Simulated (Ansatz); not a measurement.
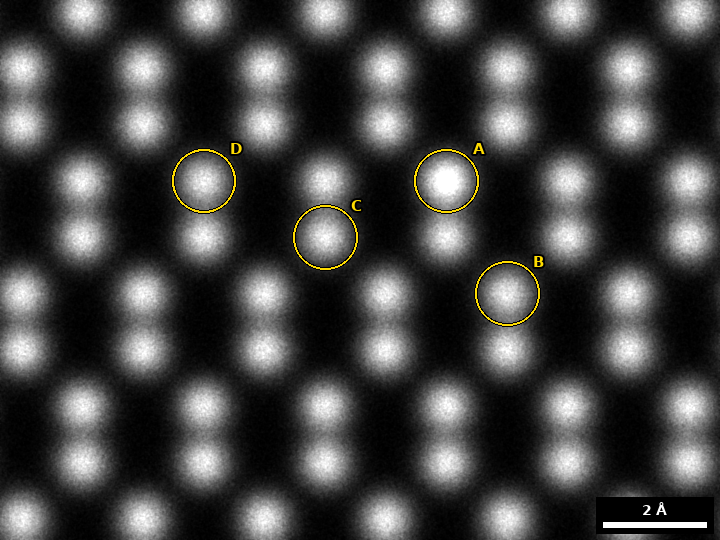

Z-contrast image of Ni (Fddd, No. 70) along [101]. The image is simulated as a sum over atoms of Z^1.7, blurred by a 0.77 Å probe (no channelling). Shot noise was added.

The sample is 4 repeats (17.5 Å) thick. One point defect was put into the perfect crystal, without relaxing the atoms around it. Brightness is counted from the darkest point of the image. Host structure: coordinates from a relaxation with Ansatz, DFT, RPBE, plane waves (420 eV) with PAW, scalar-relativistic; the starting structure was generated, so it need not be a known form of this composition.

> Which ringed column holds the defect, and does it scatter more or less than its equals?

A; it scatters more. The column holds 4 atoms (Ni) through the sample, and one Ni atom is replaced by Pd, so its peak rises to about 135 % of that of its equals.
